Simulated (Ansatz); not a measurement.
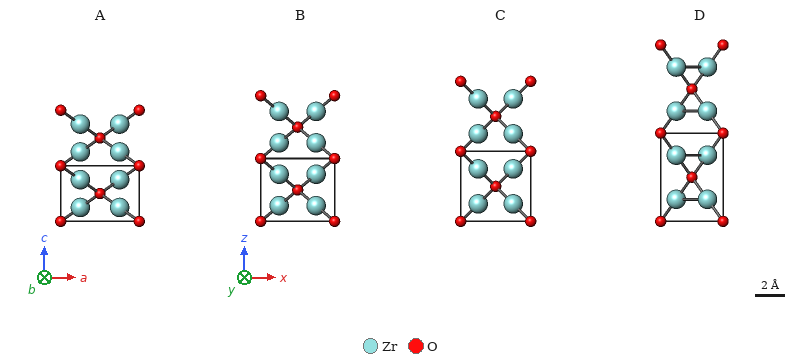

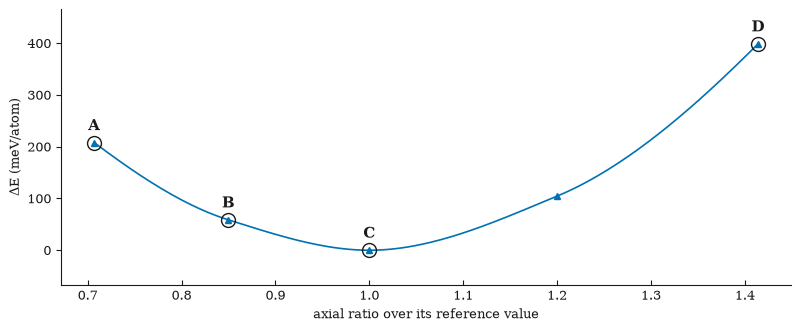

A crystal of Zr2O (Pn-3m): the ratio of the cell's length along z to its lengths across, counted as 1 for the reference, is changed at fixed volume (a tetragonal or Bain path), with the atoms kept at their fractional coordinates. x, y and z are the Cartesian axes of the input. The lettered frames are marked on the plot. Style: ball-and-stick. Shown: the cell of the calculation, repeated 1 × 1 × 2 with one cell outlined, along the b axis.

All numbers below come from DFT r2SCAN, scalar-relativistic, plane waves, PAW (Ansatz 0.2.0). (plane-wave cutoff 500 eV; k-point mesh 12 × 12 × 12; occupations gaussian; smearing width 0.15 eV; no spin polarisation). Energies (free energies at the smearing named) are counted from the relaxed crystal.

> Describe the profile.

The lowest computed point lies at the relative ratio 1.00 (0 meV/atom). The distortion takes the space group from Pn-3m to P4_2/nnm. At the relative ratio 1.414 the cell of the drawing goes a 4.846 → 4.317 Å, b 4.846 → 4.317 Å, c 4.846 → 6.105 Å.

The computed points:

| axial ratio over its reference value | ΔE (meV/atom) |
| --- | --- |
| 0.707 | 208 |
| 0.850 | 59 |
| 1.000 | 0 |
| 1.200 | 105 |
| 1.414 | 399 |
